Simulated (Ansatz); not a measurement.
**Single-point calculation of TaS2 (part 1 of 2)**

The run: single-point calculation of TaS2 (P-3m1, 3 atoms in the cell). Method and program: DFT, PBE, plane waves, PAW, spin-orbit coupling (Ansatz 0.2.0).

The structure derives from an entry of the Crystallography Open Database.

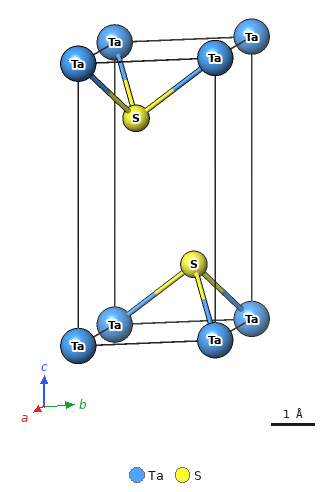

Figure 1. The input geometry (ball-and-stick view of the cell of the calculation, seen slightly off an axis). An atom can appear more than once, as a periodic image. Near neighbours in the periodic cell (some may lie outside the picture): Ta has 6 S at 2.48 Å; S has 3 Ta at 2.48 Å.

**The input**
```yaml
crystal:
  lattice:
    - [3.378130140306, 2.886754070503e-11, 0.0]
    - [-1.689065070178, 2.92554651878, 0.0]
    - [0.0, 0.0, 6.8022197117]
  atoms:
    - { symbol: Ta, position: [0.0, 0.0, 0.0], spin: 1.0, spin_axis: [0.0, 0.0, 1.0] }
    - { symbol: S, position: [0.3333333333333, 0.6666666666667, 0.2252696732] }
    - { symbol: S, position: [0.6666666666667, 0.3333333333333, 0.7747303268] }
basis:
  ecutwfc: 420
  ecutrho_ratio: 4
kpoints:
  mp_grid: { grid: [8, 8, 4] }
hamiltonian:
  xc: pbe
scf:
  occupations: { method: gaussian, width: 0.05 }
  mixing: { algorithm: anderson, beta: 0.05 }
output:
  forces: true
  stress: true
  write_density: true
  write_potential: true
  elf: true
  volumetric_format: npy
magnetization:
  noncollinear: true
  spin_orbit: true
```

Hardware: 4 threads of Arm Neoverse V1, 24 GiB of memory available, shared host.

Launch command:
```bash
ansatz run input.yaml --threads 4 --pin off --max-ram 7168MiB --backend cpu --events-out ev --progress --plain --runs-dir out
```

**Log**
```
Warning: output.stress: scf.convergence.dr2_threshold = 1e-7 eV (the SCF's general default) is looser than the 3e-10 eV advised for a printed stress (1e-10 eV for each atom of the cell: 3). What an SCF threshold leaves in a stress goes as its square root, and in the free energy as the threshold itself, and one threshold admits the most on a small cell: of the crystals measured, under no hybrid functional and no lock of the moments, on runs that ended without the residual-converged pass, on stresses that held no estimate of that error, the worst erred by over 100 MPa in a component at 1e-7 eV an atom and by under 5 at 1e-10. Set scf.convergence.dr2_threshold to 3e-10 eV or tighter. The threshold is an SCF's pass mark: one that does not reach it within its budget of iterations ends unconverged, or closes short of it on a stop that the run arms, and scf.convergence.dr2_threshold's page says what that costs each kind of run
Engine: ansatz 0.2.0, aarch64-unknown-linux-gnu
Pseudopotentials: kind: paw_fr
Pseudopotential: Ta, paw_fr, valence charge 13, recommended cutoff 420 eV (normal), Ta.paw.azcp#standard-fr
Pseudopotential: S, paw_fr, valence charge 6, recommended cutoff 420 eV (normal), S.paw.azcp#standard-fr
Functional definition: PBE
  parameter kappa = 0.804
  parameter beta = 0.06672455060314922
  exchange = pbe_x(kappa = kappa, mu = beta*pi^2/3)
  correlation = pbe_c(beta = beta)
Crystal: 3 atoms, lattice volume = 67.225 Å³
Basis set: ecut = 420 eV, 1319 PW (Γ), exchange–correlation on 48×48×96 points (8 copies of the dense FFT grid, shifted against one another)
Bands: 34, of which v1, the nominal top of the filled ones, is band 25 counted from 1 (24 counted from 0)
Symmetry: 6 space group operations + 6 with time reversal
Magnetic group: BNS 164.89 (UNI 1319), of the structure as read, at distance tolerance 4.1e-5 Å
k-points: 35 of 256 (time reversal used)
Projection manifold: j_resolved (fully-relativistic pseudo-atomic orbitals)
Non-local potential: Ta, projectors of the file, l = 0: 3, l = 1: 4, l = 2: 4, l = 3: 2
Non-local potential: S, projectors of the file, l = 0: 2, l = 1: 4, l = 2: 4
PAW form: soft (Blöchl's): semilocal exchange-correlation on the pseudo side does not see the compensation charge
PAW one-centre angular grid: Ta, 590 points (default); XC on 64 Gauss nodes
PAW one-centre angular grid: S, 110 points (default); XC on 64 Gauss nodes
Initial density: superposition of atomic densities (chi_scale 0.1, normalization cell, long waves kept (reshape's long-wave potential 0.09 eV rms))
Starting moments: Σ|m| = 1 μB on 1 of 3 sites
Initial wavefunctions: pseudopotential atomic-orbital guess
Functional: x = pbe(κ = 0.804, μ = 0.2195149727645171), c = pbe(β = 0.06672455060314922)
SCF iter   1: F=—  HF=-11762.462890 eV  |F-HF|=—  |Δ(HF+E_count)|=         —  Δρ=3.86e-2  dr2=1.93e0  dr2_m=2.30e-1  ethr=3.10e-3  |M|=3.86e-1 ∫|m|=4.13e-1 μB  |m|>n=0.0e0 m-floor=0.0e0 τ_xc=5.1e-16 mc-row=0.0e0  β_m=0.05  ⟨swp⟩=7.8  Hψ=6535  notcnv=0  defer=11
preconditioner: auto → Kerker (q_TF=auto, 2.314 Å⁻¹)  [metal: Δε(μ)=0.027 eV  Ē_g=8.774 eV  σ=0.050 eV  W_gap=0.29  n_scr=10 (ndim 8)  ℏωp=18.7 eV  f_vac=0.081  D(μ)=1.67/eV (n_scr^D=4)]
spin=Noncollinear: Kerker preconditioning applied to the charge; magnetization (m_x, m_y, m_z) channels mix plain (no charge-response kernel on spin).
SCF iter   2: F=—  HF=-11762.435086 eV  |F-HF|=—  |Δ(HF+E_count)|=   2.78e-2  Δρ=3.68e-2  dr2=1.85e0  dr2_m=2.09e-1  ethr=3.10e-3  |M|=3.81e-1 ∫|m|=4.08e-1 μB  |m|>n=0.0e0 m-floor=0.0e0 τ_xc=4.5e-5 mc-row=0.0e0  β_m=0.05  ⟨swp⟩=1.0  Hψ=1470  notcnv=0  defer=11  κ⁻¹=1.0e0(r=1)
SCF iter   3: F=—  HF=-11762.010250 eV  |F-HF|=—  |Δ(HF+E_count)|=   4.25e-1  Δρ=3.44e-2  dr2=2.43e-1  dr2_m=1.83e-1  ethr=3.10e-3  |M|=3.78e-1 ∫|m|=4.07e-1 μB  |m|>n=0.0e0 m-floor=0.0e0 τ_xc=8.3e-5 mc-row=0.0e0  β_m=0.05  ⟨swp⟩=3.9  Hψ=2687  notcnv=0  defer=11  κ⁻¹=3.2e-5(r=2)
SCF iter   4: F=—  HF=-11762.021641 eV  |F-HF|=—  |Δ(HF+E_count)|=   1.14e-2  Δρ=3.31e-2  dr2=2.76e-1  dr2_m=1.68e-1  ethr=9.72e-4  |M|=3.65e-1 ∫|m|=3.93e-1 μB  |m|>n=0.0e0 m-floor=0.0e0 τ_xc=1.2e-4 mc-row=0.0e0  β_m=0.05  ⟨swp⟩=2.9  Hψ=2059  notcnv=0  defer=111  κ⁻¹=9.7e-6(r=3)
SCF iter   5: F=—  HF=-11761.979939 eV  |F-HF|=—  |Δ(HF+E_count)|=   4.17e-2  Δρ=3.26e-2  dr2=1.43e-1  dr2_m=1.63e-1  ethr=9.72e-4  |M|=3.12e-1 ∫|m|=3.44e-1 μB  |m|>n=0.0e0 m-floor=0.0e0 τ_xc=1.5e-4 mc-row=0.0e0  β_m=0.05  ⟨swp⟩=2.8  Hψ=1844  notcnv=0  defer=111  κ⁻¹=4.8e-7(r=4)
SCF iter   6: F=—  HF=-11761.985071 eV  |F-HF|=—  |Δ(HF+E_count)|=   5.13e-3  Δρ=3.10e-2  dr2=5.08e-2  dr2_m=1.48e-1  ethr=5.73e-4  |M|=3.10e-1 ∫|m|=3.40e-1 μB  |m|>n=0.0e0 m-floor=0.0e0 τ_xc=1.6e-4 mc-row=0.0e0  β_m=0.05  ⟨swp⟩=2.1  Hψ=1796  notcnv=0  defer=124  κ⁻¹=6.4e-7(r=5)
SCF iter   7: F=—  HF=-11761.986940 eV  |F-HF|=—  |Δ(HF+E_count)|=   1.87e-3  Δρ=2.90e-2  dr2=2.59e-2  dr2_m=1.30e-1  ethr=2.03e-4  |M|=3.28e-1 ∫|m|=3.55e-1 μB  |m|>n=0.0e0 m-floor=0.0e0 τ_xc=1.8e-4 mc-row=0.0e0  β_m=0.05  ⟨swp⟩=2.8  Hψ=1920  notcnv=0  defer=124  κ⁻¹=5.6e-7(r=6)
SCF iter   8: F=—  HF=-11761.992849 eV  |F-HF|=—  |Δ(HF+E_count)|=   5.91e-3  Δρ=2.75e-2  dr2=3.24e-2  dr2_m=1.17e-1  ethr=1.04e-4  |M|=3.31e-1 ∫|m|=3.57e-1 μB  |m|>n=0.0e0 m-floor=0.0e0 τ_xc=2.0e-4 mc-row=0.0e0  β_m=0.05  ⟨swp⟩=1.8  Hψ=1514  notcnv=0  defer=124  κ⁻¹=4.2e-7(r=7)
SCF iter   9: F=—  HF=-11761.996135 eV  |F-HF|=—  |Δ(HF+E_count)|=   3.29e-3  Δρ=2.67e-2  dr2=2.27e-3  dr2_m=1.10e-1  ethr=1.04e-4  |M|=3.07e-1 ∫|m|=3.35e-1 μB  |m|>n=0.0e0 m-floor=0.0e0 τ_xc=2.2e-4 mc-row=0.0e0  β_m=0.05  ⟨swp⟩=2.0  Hψ=1700  notcnv=0  defer=124  κ⁻¹=5.6e-8(r=7)
SCF iter  10: F=—  HF=-11761.999419 eV  |F-HF|=—  |Δ(HF+E_count)|=   3.28e-3  Δρ=2.55e-2  dr2=1.39e-3  dr2_m=1.00e-1  ethr=9.09e-6  |M|=3.03e-1 ∫|m|=3.30e-1 μB  |m|>n=0.0e0 m-floor=0.0e0 τ_xc=2.3e-4 mc-row=0.0e0  β_m=0.05  ⟨swp⟩=1.1  Hψ=1134  notcnv=0  defer=124  κ⁻¹=1.5e-7(r=7)
SCF iter  11: F=—  HF=-11762.002659 eV  |F-HF|=—  |Δ(HF+E_count)|=   3.24e-3  Δρ=2.43e-2  dr2=1.79e-4  dr2_m=9.11e-2  ethr=5.57e-6  |M|=3.02e-1 ∫|m|=3.28e-1 μB  |m|>n=0.0e0 m-floor=0.0e0 τ_xc=2.5e-4 mc-row=0.0e0  β_m=0.05  ⟨swp⟩=2.0  Hψ=1477  notcnv=0  defer=124  κ⁻¹=1.3e-7(r=7)
SCF iter  12: F=—  HF=-11762.005682 eV  |F-HF|=—  |Δ(HF+E_count)|=   3.02e-3  Δρ=2.33e-2  dr2=1.46e-4  dr2_m=8.34e-2  ethr=7.15e-7  |M|=2.96e-1 ∫|m|=3.22e-1 μB  |m|>n=0.0e0 m-floor=0.0e0 τ_xc=2.6e-4 mc-row=0.0e0  β_m=0.05  ⟨swp⟩=2.0  Hψ=1678  notcnv=0  defer=124  κ⁻¹=8.4e-8(r=7)
SCF iter  13: F=—  HF=-11762.008247 eV  |F-HF|=—  |Δ(HF+E_count)|=   2.57e-3  Δρ=2.22e-2  dr2=2.97e-5  dr2_m=7.61e-2  ethr=5.86e-7  |M|=2.92e-1 ∫|m|=3.18e-1 μB  |m|>n=0.0e0 m-floor=0.0e0 τ_xc=2.7e-4 mc-row=0.0e0  β_m=0.05  ⟨swp⟩=2.0  Hψ=1467  notcnv=0  defer=124  κ⁻¹=5.0e-7(r=7)
SCF iter  14: F=—  HF=-11762.010598 eV  |F-HF|=—  |Δ(HF+E_count)|=   2.35e-3  Δρ=2.12e-2  dr2=9.58e-7  dr2_m=6.95e-2  ethr=1.19e-7  |M|=2.88e-1 ∫|m|=3.13e-1 μB  |m|>n=0.0e0 m-floor=0.0e0 τ_xc=2.7e-4 mc-row=0.0e0  β_m=0.05  ⟨swp⟩=2.1  Hψ=1932  notcnv=0  defer=124  κ⁻¹=2.6e-7(r=7)
SCF iter  15: F=—  HF=-11762.012743 eV  |F-HF|=—  |Δ(HF+E_count)|=   2.15e-3  Δρ=2.03e-2  dr2=9.17e-7  dr2_m=6.36e-2  ethr=3.83e-9  |M|=2.84e-1 ∫|m|=3.08e-1 μB  |m|>n=0.0e0 m-floor=0.0e0 τ_xc=2.8e-4 mc-row=0.0e0  β_m=0.09  ⟨swp⟩=3.0  Hψ=2347  notcnv=0  defer=124
Mixer restart at iter 15: flushing history
spin-set hold released at iteration 15 (site moments' squared step at or under half its running peak, from the soft ceiling on): the magnetisation degrees of freedom join the quasi-Newton model from the next iteration; the mixer history was flushed
SCF iter  16: F=—  HF=-11762.016172 eV  |F-HF|=—  |Δ(HF+E_count)|=   3.43e-3  Δρ=1.87e-2  dr2=4.57e-6  dr2_m=5.39e-2  ethr=3.67e-9  |M|=2.76e-1 ∫|m|=2.99e-1 μB  |m|>n=0.0e0 m-floor=0.0e0 τ_xc=2.8e-4 mc-row=0.0e0  β_m=0.20  ⟨swp⟩=3.3  Hψ=2603  notcnv=0  defer=124  κ⁻¹=1.0e0(r=1)
SCF iter  17: F=—  HF=-11762.036080 eV  |F-HF|=—  |Δ(HF+E_count)|=   1.99e-2  Δρ=2.31e-3  dr2=3.40e-4  dr2_m=8.23e-4  ethr=3.67e-9  |M|=1.60e-1 ∫|m|=1.79e-1 μB  |m|>n=0.0e0 m-floor=0.0e0 τ_xc=2.1e-4 mc-row=0.0e0  β_m=0.19  ⟨swp⟩=5.3  Hψ=4165  notcnv=0  defer=124  κ⁻¹=2.6e-7(r=2)
SCF iter  18: F=—  HF=-11762.036438 eV  |F-HF|=—  |Δ(HF+E_count)|=   3.58e-4  Δρ=2.21e-3  dr2=3.38e-4  dr2_m=7.50e-4  ethr=3.67e-9  |M|=1.53e-1 ∫|m|=1.71e-1 μB  |m|>n=0.0e0 m-floor=0.0e0 τ_xc=2.0e-4 mc-row=0.0e0  β_m=0.08  ⟨swp⟩=2.9  Hψ=2359  notcnv=0  defer=124  κ⁻¹=2.5e-7(r=3)
SCF iter  19: F=—  HF=-11762.040990 eV  |F-HF|=—  |Δ(HF+E_count)|=   4.55e-3  Δρ=5.63e-4  dr2=5.12e-5  dr2_m=5.12e-5  ethr=3.67e-9  |M|=1.53e-2 ∫|m|=1.80e-2 μB  |m|>n=0.0e0 m-floor=0.0e0 τ_xc=2.6e-5 mc-row=0.0e0  β_m=0.20  ⟨swp⟩=5.5  Hψ=4266  notcnv=0  defer=124  κ⁻¹=2.4e-7(r=4)
SCF iter  20: F=—  HF=-11762.040584 eV  |F-HF|=—  |Δ(HF+E_count)|=   4.06e-4  Δρ=7.79e-4  dr2=1.10e-4  dr2_m=9.49e-5  ethr=3.67e-9  |M|=5.44e-2 ∫|m|=6.18e-2 μB  |m|>n=0.0e0 m-floor=0.0e0 τ_xc=5.6e-5 mc-row=0.0e0  β_m=0.20  ⟨swp⟩=4.1  Hψ=3604  notcnv=0  defer=124  κ⁻¹=2.1e-7(r=5)
SCF iter  21: F=—  HF=-11762.041385 eV  |F-HF|=—  |Δ(HF+E_count)|=   8.01e-4  Δρ=3.73e-4  dr2=2.28e-5  dr2_m=2.21e-5  ethr=3.67e-9  |M|=2.52e-2 ∫|m|=2.82e-2 μB  |m|>n=0.0e0 m-floor=0.0e0 τ_xc=1.8e-5 mc-row=0.0e0  β_m=0.20  ⟨swp⟩=4.1  Hψ=3246  notcnv=0  defer=124  κ⁻¹=3.9e-9(r=6)
SCF iter  22: F=—  HF=-11762.041398 eV  |F-HF|=—  |Δ(HF+E_count)|=   1.25e-5  Δρ=3.57e-4  dr2=2.18e-5  dr2_m=2.03e-5  ethr=3.67e-9  |M|=2.43e-2 ∫|m|=2.72e-2 μB  |m|>n=0.0e0 m-floor=0.0e0 τ_xc=1.7e-5 mc-row=0.0e0  β_m=0.20  ⟨swp⟩=2.3  Hψ=1600  notcnv=0  defer=124  κ⁻¹=2.7e-9(r=7)
SCF iter  23: F=—  HF=-11762.041610 eV  |F-HF|=—  |Δ(HF+E_count)|=   2.12e-4  Δρ=1.19e-4  dr2=4.60e-6  dr2_m=2.26e-6  ethr=3.67e-9  |M|=4.78e-3 ∫|m|=5.05e-3 μB  |m|>n=0.0e0 m-floor=0.0e0 τ_xc=1.0e-6 mc-row=0.0e0  β_m=0.20  ⟨swp⟩=4.1  Hψ=3239  notcnv=0  defer=124  κ⁻¹=1.3e-10(r=7)
SCF iter  24: F=—  HF=-11762.041571 eV  |F-HF|=—  |Δ(HF+E_count)|=   3.87e-5  Δρ=1.88e-4  dr2=6.45e-6  dr2_m=5.50e-6  ethr=3.67e-9  |M|=1.21e-2 ∫|m|=1.31e-2 μB  |m|>n=0.0e0 m-floor=0.0e0 τ_xc=1.3e-6 mc-row=0.0e0  β_m=0.20  ⟨swp⟩=3.1  Hψ=2378  notcnv=0  defer=124  κ⁻¹=3.2e-9(r=7)
SCF iter  25: F=—  HF=-11762.041618 eV  |F-HF|=—  |Δ(HF+E_count)|=   4.67e-5  Δρ=3.15e-5  dr2=1.73e-6  dr2_m=1.09e-7  ethr=3.67e-9  |M|=1.90e-3 ∫|m|=2.04e-3 μB  |m|>n=0.0e0 m-floor=0.0e0 τ_xc=1.1e-7 mc-row=0.0e0  β_m=0.20  ⟨swp⟩=3.0  Hψ=2525  notcnv=0  defer=123  κ⁻¹=6.6e-9(r=7)
SCF iter  26: F=—  HF=-11762.041620 eV  |F-HF|=—  |Δ(HF+E_count)|=   1.95e-6  Δρ=3.03e-5  dr2=1.92e-6  dr2_m=6.03e-8  ethr=3.67e-9  |M|=9.59e-4 ∫|m|=1.03e-3 μB  |m|>n=0.0e0 m-floor=0.0e0 τ_xc=8.6e-8 mc-row=0.0e0  β_m=0.13  ⟨swp⟩=2.3  Hψ=1607  notcnv=0  defer=123  κ⁻¹=8.8e-8(r=7)
SCF iter  27: F=—  HF=-11762.041622 eV  |F-HF|=—  |Δ(HF+E_count)|=   2.74e-6  Δρ=3.23e-5  dr2=5.95e-7  dr2_m=1.70e-7  ethr=3.67e-9  |M|=1.27e-3 ∫|m|=1.70e-3 μB  |m|>n=0.0e0 m-floor=0.0e0 τ_xc=1.2e-7 mc-row=0.0e0  β_m=0.06  ⟨swp⟩=2.0  Hψ=1664  notcnv=0  defer=123  κ⁻¹=2.3e-8(r=7)
SCF iter  28: F=—  HF=-11762.041623 eV  |F-HF|=—  |Δ(HF+E_count)|=   1.09e-6  Δρ=3.33e-5  dr2=5.07e-7  dr2_m=1.83e-7  ethr=2.38e-9  |M|=9.01e-4 ∫|m|=1.32e-3 μB  |m|>n=0.0e0 m-floor=0.0e0 τ_xc=1.2e-7 mc-row=0.0e0  β_m=0.07  ⟨swp⟩=2.5  Hψ=1711  notcnv=0  defer=123  κ⁻¹=5.9e-8(r=7)
SCF iter  29: F=—  HF=-11762.041625 eV  |F-HF|=—  |Δ(HF+E_count)|=   1.50e-6  Δρ=3.69e-5  dr2=1.61e-7  dr2_m=2.14e-7  ethr=2.03e-9  |M|=5.07e-4 ∫|m|=5.54e-4 μB  |m|>n=0.0e0 m-floor=0.0e0 τ_xc=7.8e-8 mc-row=0.0e0  β_m=0.20  ⟨swp⟩=2.0  Hψ=1948  notcnv=0  defer=123  κ⁻¹=1.5e-6(r=7)
SCF iter  30: F=—  HF=-11762.041625 eV  |F-HF|=—  |Δ(HF+E_count)|=   3.77e-7  Δρ=9.85e-6  dr2=3.98e-8  dr2_m=2.20e-8  ethr=4.00e-10  |M|=5.63e-4 ∫|m|=6.36e-4 μB  |m|>n=0.0e0 m-floor=0.0e0 τ_xc=5.1e-8 mc-row=0.0e0  β_m=0.20  ⟨swp⟩=17.6  Hψ=9223  notcnv=0  κ⁻¹=5.8e-6(r=7)
SCF iter  31: F=—  HF=-11762.041625 eV  |F-HF|=—  |Δ(HF+E_count)|=   1.19e-7  Δρ=8.78e-6  dr2=3.29e-8  dr2_m=1.62e-8  ethr=1.59e-10  |M|=5.67e-4 ∫|m|=6.50e-4 μB  |m|>n=0.0e0 m-floor=0.0e0 τ_xc=4.4e-8 mc-row=0.0e0  β_m=0.20  ⟨swp⟩=7.7  Hψ=6348  notcnv=0  κ⁻¹=2.6e-5(r=7)
SCF iter  32: F=—  HF=-11762.041625 eV  |F-HF|=—  |Δ(HF+E_count)|=   3.94e-7  Δρ=6.03e-6  dr2=1.25e-8  dr2_m=5.84e-9  ethr=1.32e-10  |M|=3.09e-4 ∫|m|=3.92e-4 μB  |m|>n=0.0e0 m-floor=0.0e0 τ_xc=1.8e-8 mc-row=0.0e0  β_m=0.20  ⟨swp⟩=9.3  Hψ=7634  notcnv=0  κ⁻¹=2.8e-5(r=7)
SCF iter  33: F=—  HF=-11762.041625 eV  |F-HF|=—  |Δ(HF+E_count)|=   8.43e-8  Δρ=5.47e-6  dr2=1.02e-8  dr2_m=5.35e-9  ethr=5.01e-11  |M|=2.76e-4 ∫|m|=3.55e-4 μB  |m|>n=0.0e0 m-floor=0.0e0 τ_xc=1.5e-8 mc-row=0.0e0  β_m=0.17  ⟨swp⟩=7.1  Hψ=5948  notcnv=0  κ⁻¹=2.0e-5(r=7)
iter 34 did not close the SCF: its close was put off for a magnetic moment that had not settled (scf_convergence_deferred on its scf_iter line)
SCF iter  34: F=-11762.041626 eV  HF=-11762.041625 eV  |F-HF|=2.68e-8  |Δ(HF+E_count)|=   3.48e-7  Δρ=3.36e-6  dr2=1.36e-9  dr2_m=1.89e-9  ethr=4.07e-11  |M|=1.41e-4 ∫|m|=1.62e-4 μB  |m|>n=0.0e0 m-floor=0.0e0 τ_xc=3.3e-10 mc-row=0.0e0  β_m=0.15  ⟨swp⟩=8.2  Hψ=6881  notcnv=0  κ⁻¹=1.4e-5(r=7)
iter 35 did not close the SCF: its close was put off for a magnetic moment that had not settled (scf_convergence_deferred on its scf_iter line)
SCF iter  35: F=-11762.041626 eV  HF=-11762.041626 eV  |F-HF|=1.87e-8  |Δ(HF+E_count)|=   8.91e-9  Δρ=3.09e-6  dr2=1.13e-9  dr2_m=1.61e-9  ethr=5.43e-12  |M|=1.21e-4 ∫|m|=1.37e-4 μB  |m|>n=0.0e0 m-floor=0.0e0 τ_xc=2.7e-10 mc-row=0.0e0  β_m=0.20  ⟨swp⟩=5.3  Hψ=5915  notcnv=0  κ⁻¹=1.1e-5(r=7)
iter 36 did not close the SCF: its close was put off for a magnetic moment that had not settled (scf_convergence_deferred on its scf_iter line)
SCF iter  36: F=-11762.041626 eV  HF=-11762.041626 eV  |F-HF|=6.38e-9  |Δ(HF+E_count)|=   1.46e-8  Δρ=6.58e-7  dr2=1.97e-10  dr2_m=8.81e-11  ethr=4.54e-12  |M|=4.10e-5 ∫|m|=4.94e-5 μB  |m|>n=0.0e0 m-floor=0.0e0 τ_xc=4.3e-11 mc-row=0.0e0  β_m=0.20  ⟨swp⟩=5.8  Hψ=6939  notcnv=0  κ⁻¹=1.4e-6(r=7)
iter 37 did not close the SCF: its close was put off for a magnetic moment that had not settled (scf_convergence_deferred on its scf_iter line)
SCF iter  37: F=-11762.041626 eV  HF=-11762.041626 eV  |F-HF|=5.47e-9  |Δ(HF+E_count)|=  9.68e-10  Δρ=6.23e-7  dr2=1.80e-10  dr2_m=7.71e-11  ethr=1.00e-12  |M|=3.76e-5 ∫|m|=4.52e-5 μB  |m|>n=0.0e0 m-floor=0.0e0 τ_xc=3.9e-11 mc-row=0.0e0  β_m=0.17  ⟨swp⟩=4.9  Hψ=5039  notcnv=0  κ⁻¹=2.5e-6(r=7)
```
